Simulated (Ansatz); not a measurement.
**Al15ZnO24: single-point calculation (part 2 of 2)**

Continued. System: Al15ZnO24 (defect cell, 40 atoms in the cell). Method: DFT PBE, scalar-relativistic, plane waves, PAW, spin-polarised (Ansatz 0.2.0); cutoff 420 eV, 3×3×3 k-mesh, Gaussian smearing of 0.05 eV, collinear spins. The structure derives from a Materials Project entry.

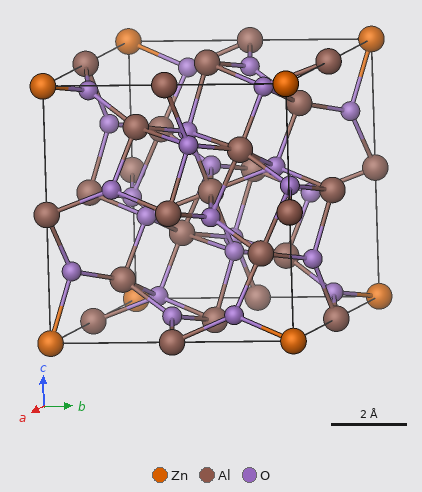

Figure 1. The structure as given in the input (ball-and-stick view of the cell of the calculation, seen slightly off an axis). An atom can appear more than once, as a periodic image.

### What the program printed, continued
```
--- Forces (eV/Å), atoms counted from 1 ---
  atom   1  Zn    -0.00314460     0.00252527     0.00176606
  atom   2  Al     0.00037057    -0.00028105     0.00122842
  atom   3  Al    -0.00548112    -0.00343820    -0.00124332
  atom   4  Al     0.00184956     0.00010073    -0.00594998
  atom   5  Al     0.00004970    -0.00500683     0.00296371
  atom   6  Al     0.00379070    -0.00111254     0.00175579
  atom   7  Al    -0.00096839     0.00714917    -0.00296102
  atom   8  Al    -0.01091251     0.00269767     0.00444400
  atom   9  Al     0.00095634     0.00222335    -0.01373937
  atom  10  Al     0.00357936     0.01358236     0.00086954
  atom  11  Al     0.01488212    -0.01363316     0.00044054
  atom  12  Al    -0.01114556    -0.01219796    -0.00945250
  atom  13  Al     0.00205113    -0.00068366     0.00783491
  atom  14  Al     0.00587569    -0.01782741    -0.01455975
  atom  15  Al    -0.01296342     0.01191085    -0.00293697
  atom  16  Al     0.00696973     0.00889547     0.00528199
  atom  17  O     -0.00530919     0.00157946    -0.00188594
  atom  18  O      0.00094425     0.00156853    -0.00101938
  atom  19  O      0.01067259    -0.00348887     0.00158621
  atom  20  O     -0.00303231    -0.00283588    -0.00493106
  atom  21  O     -0.00037009    -0.00666993     0.00073653
  atom  22  O     -0.00362198    -0.00676504     0.00118191
  atom  23  O     -0.00649190    -0.00202079    -0.00004642
  atom  24  O      0.00884483     0.00616029     0.00348593
  atom  25  O     -0.00298845     0.00310881     0.00521224
  atom  26  O      0.00050529    -0.00385684    -0.00013685
  atom  27  O     -0.00930431     0.00137084     0.00158575
  atom  28  O      0.00550126     0.00725102     0.00066118
  atom  29  O      0.00122980    -0.00192591    -0.00328593
  atom  30  O     -0.00352159     0.00318978     0.00296492
  atom  31  O      0.00262529    -0.00054080     0.00216895
  atom  32  O      0.00835413     0.00305983    -0.00033084
  atom  33  O      0.00338044     0.00203451    -0.00249610
  atom  34  O     -0.00107578     0.00465492     0.00235587
  atom  35  O      0.00019945     0.00402271     0.00073238
  atom  36  O     -0.00589636    -0.00674222     0.00323924
  atom  37  O      0.00434495    -0.00103276     0.00649514
  atom  38  O      0.00137742    -0.00132477    -0.00014433
  atom  39  O     -0.00490102     0.00458759     0.00089013
  atom  40  O      0.00278616    -0.00027291     0.00522546
  max |Σ_I F_I| component: 1.56e-5 eV/Å
--- Band table (eV; the first three rows and the last of 28) ---
  k-point 0 ↑: bands = ["-12.1094", "-10.9012", "-10.9010", "-10.8677", "-10.8663", "-10.8533", "-10.7518", "-9.9767", "-9.8895", "-9.8885", "-9.8099", "-9.8090", "-9.7853", "-9.6376", "-9.5031", "-9.5010", "-9.5002", "-9.4322", "-9.4316", "-9.3897", "-9.3896", "-9.2162", "-9.2153", "-9.1835", "0.4238", "0.7352", "0.7356", "0.9724", "1.3630", "1.3651", "1.5627", "1.7663", "1.9768", "1.9778", "2.0194", "2.0202", "2.0951", "2.0957", "2.1023", "2.1581", "2.4444", "2.4449", "2.5370", "2.5377", "2.5666", "2.6063", "2.9377", "2.9387", "3.0377", "3.2584", "3.2664", "3.2669", "3.3632", "3.3634", "3.8114", "3.9271", "3.9274", "3.9410", "4.1884", "4.2154", "4.2162", "4.3844", "4.7725", "4.7733", "4.8521", "4.8982", "4.9079", "4.9081", "5.2555", "5.2561", "5.2644", "5.3973", "5.3978", "5.4176", "5.4434", "5.5080", "5.5084", "5.7684", "5.7686", "5.9216", "6.0447", "6.0452", "6.0477", "6.0483", "6.1746", "6.1747", "6.1968", "6.3842", "6.4093", "6.4099", "6.5492", "6.5496", "6.5998", "6.6002", "6.6066", "6.8063", "7.0431", "7.0489", "7.0491", "7.2026", "7.2042", "13.1251", "15.9658", "16.1765", "16.5819", "16.5840", "16.5852", "16.6880", "16.6894", "17.0998", "17.3425", "17.3432", "17.3508", "17.3512", "17.4949", "17.6849"]
  k-point 1 ↑: bands = ["-11.9468", "-11.4921", "-10.9602", "-10.9157", "-10.7107", "-10.6542", "-10.2505", "-10.1822", "-10.0783", "-9.8995", "-9.8258", "-9.7969", "-9.7741", "-9.6958", "-9.6305", "-9.5851", "-9.4448", "-9.3842", "-9.3512", "-9.3253", "-9.2870", "-9.2119", "-9.1972", "-9.1929", "0.5774", "0.7546", "0.8723", "1.1297", "1.3310", "1.3723", "1.4277", "1.5953", "1.7295", "1.7664", "1.8734", "1.8994", "1.9693", "2.1606", "2.2090", "2.2264", "2.2788", "2.3295", "2.4540", "2.5057", "2.5956", "2.7268", "2.8190", "2.9620", "3.1235", "3.1876", "3.2561", "3.3464", "3.4260", "3.6613", "3.7889", "3.9536", "4.0318", "4.1448", "4.2377", "4.2825", "4.4322", "4.6399", "4.6601", "4.7504", "4.8426", "4.8851", "4.9914", "5.0536", "5.1302", "5.1442", "5.3014", "5.3810", "5.4448", "5.4937", "5.5466", "5.5813", "5.6302", "5.6627", "5.7678", "5.8248", "5.8805", "5.9158", "6.0153", "6.1059", "6.1255", "6.1758", "6.1981", "6.3177", "6.3366", "6.4094", "6.4829", "6.5687", "6.6111", "6.6453", "6.6808", "6.7477", "6.8461", "6.9318", "7.0189", "7.1883", "7.2335", "13.8549", "15.3044", "16.3265", "16.4842", "16.5121", "16.6869", "16.8852", "16.8925", "17.0561", "17.1061", "17.1676", "17.3837", "17.4355", "17.5099", "17.5575"]
  k-point 2 ↑: bands = ["-11.9468", "-11.4921", "-10.9597", "-10.9162", "-10.7108", "-10.6546", "-10.2501", "-10.1815", "-10.0789", "-9.9001", "-9.8248", "-9.7968", "-9.7743", "-9.6962", "-9.6305", "-9.5854", "-9.4448", "-9.3841", "-9.3508", "-9.3257", "-9.2871", "-9.2112", "-9.1977", "-9.1929", "0.5772", "0.7546", "0.8725", "1.1299", "1.3310", "1.3728", "1.4272", "1.5955", "1.7285", "1.7655", "1.8737", "1.8998", "1.9693", "2.1608", "2.2090", "2.2264", "2.2791", "2.3295", "2.4541", "2.5057", "2.5951", "2.7266", "2.8193", "2.9619", "3.1237", "3.1879", "3.2563", "3.3464", "3.4260", "3.6612", "3.7890", "3.9538", "4.0321", "4.1444", "4.2379", "4.2827", "4.4319", "4.6400", "4.6602", "4.7508", "4.8419", "4.8853", "4.9913", "5.0534", "5.1302", "5.1436", "5.3019", "5.3808", "5.4448", "5.4934", "5.5463", "5.5820", "5.6298", "5.6628", "5.7671", "5.8249", "5.8808", "5.9161", "6.0155", "6.1062", "6.1249", "6.1762", "6.1984", "6.3172", "6.3366", "6.4097", "6.4826", "6.5691", "6.6111", "6.6450", "6.6810", "6.7475", "6.8463", "6.9321", "7.0189", "7.1874", "7.2343", "13.8548", "15.3042", "16.3269", "16.4830", "16.5132", "16.6869", "16.8860", "16.8920", "17.0557", "17.1064", "17.1671", "17.3842", "17.4360", "17.5098", "17.5578"]
  k-point 13 ↓: bands = ["-11.5815", "-11.5144", "-11.1736", "-11.1451", "-10.6037", "-10.5028", "-10.3571", "-10.2335", "-9.9802", "-9.9091", "-9.6869", "-9.6674", "-9.5905", "-9.5761", "-9.5353", "-9.4847", "-9.3719", "-9.3269", "-9.2978", "-9.2374", "-9.2175", "-9.1890", "-9.1679", "-9.1575", "0.7411", "0.8653", "0.9162", "1.0429", "1.0961", "1.1785", "1.2622", "1.7063", "1.7214", "1.8324", "1.8844", "2.0076", "2.0575", "2.1220", "2.2926", "2.3080", "2.4729", "2.5161", "2.5564", "2.5740", "2.7148", "2.7376", "2.9758", "3.0929", "3.1517", "3.3199", "3.3910", "3.5427", "3.5844", "3.7263", "3.9252", "4.0308", "4.1749", "4.2703", "4.3320", "4.4269", "4.4501", "4.6590", "4.6746", "4.7433", "4.7901", "4.8788", "4.9587", "5.0371", "5.1109", "5.1430", "5.2819", "5.4121", "5.4721", "5.4936", "5.5149", "5.5431", "5.6985", "5.7624", "5.8140", "5.8866", "5.9034", "5.9595", "6.0703", "6.0765", "6.1328", "6.1711", "6.2310", "6.2463", "6.3427", "6.4453", "6.5117", "6.7053", "6.7315", "6.7878", "6.8133", "6.8938", "6.9227", "6.9408", "7.0194", "7.4339", "7.4665", "14.9807", "15.5060", "15.8350", "15.9982", "16.1545", "16.5840", "16.5979", "16.8248", "16.8611", "16.9563", "17.1749", "17.2070", "17.2789", "17.4824", "17.7582"]
--- Löwdin populations: 40 sites ---
  site symbol       q [e]    m [muB]
     0     Zn     10.3229     0.1245
     1     Al      1.7182    -0.0013
     2     Al      1.7183    -0.0012
     3     Al      1.7183    -0.0012
     4     Al      1.7071    -0.0005
     5     Al      1.7121    -0.0033
     6     Al      1.7122    -0.0033
     7     Al      1.7121    -0.0033
     8     Al      1.7017    -0.0002
     9     Al      1.7203    -0.0038
    10     Al      1.7202    -0.0038
    11     Al      1.7202    -0.0038
    12     Al      1.7018    -0.0002
    13     Al      1.7205    -0.0038
    14     Al      1.7203    -0.0038
    15     Al      1.7203    -0.0038
    16      O      6.7972     0.0066
    17      O      6.8323     0.1129
    18      O      6.7921     0.0170
    19      O      6.7946     0.0152
    20      O      6.7973     0.0065
    21      O      6.7946     0.0152
    22      O      6.8317     0.1144
    23      O      6.7921     0.0171
    24      O      6.7972     0.0066
    25      O      6.7921     0.0169
    26      O      6.7946     0.0153
    27      O      6.8315     0.1149
    28      O      6.7973     0.0065
    29      O      6.7921     0.0168
    30      O      6.7945     0.0153
    31      O      6.8314     0.1149
    32      O      6.7973     0.0065
    33      O      6.7946     0.0151
    34      O      6.8317     0.1143
    35      O      6.7920     0.0172
    36      O      6.7972     0.0066
    37      O      6.8324     0.1129
    38      O      6.7920     0.0170
    39      O      6.7945     0.0152
  spilling = 0.008255 (of n_electrons = 201.000000)
--- Band densities, each state counted as filled ---
  window                                       electrons  max residual (eV)  cut levels
  e_range: [-0.25, 0.25]             0.666667 + 2.000000             2.7e-6           0
  e_range: [-1.2, 0]               13.259259 + 13.000000             2.5e-6           0
  e_range: [0, 1.2]                  0.000000 + 0.962963             2.7e-6           0
```

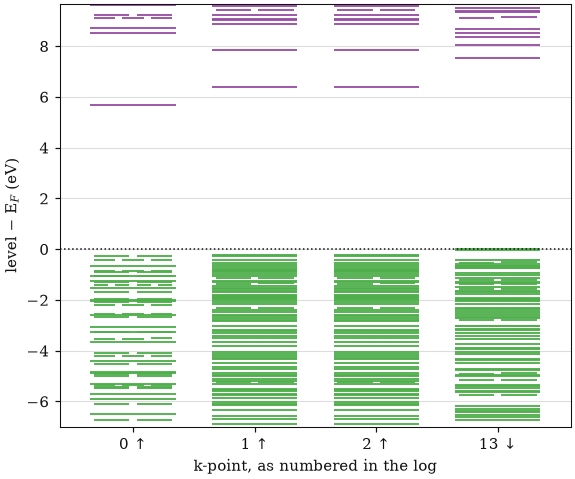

Figure 2. Kohn–Sham levels near the Fermi level (dotted) at the few k-points that the log prints; levels within 0.02 eV of each other stand side by side. The system is metallic on the full mesh.

### Results in brief

- outcome: converged
- electrons treated: 201
- free energy: −25050.7223 eV
- Fermi energy: 7.463 eV
- gap on the k-point mesh: none (metallic)
- net moment of the cell: 1.00 μB
- integrated absolute moment: 1.09 μB
- largest force (length of the vector): 0.024 eV/Å
- hardware: 4 threads of Arm Neoverse V2, 24 GiB of memory available, shared host
- wall time: 43 s (CPU time 2.8 min)
- peak memory: 1.5 GiB

Notes on the run: the state was not tested for a lower one.
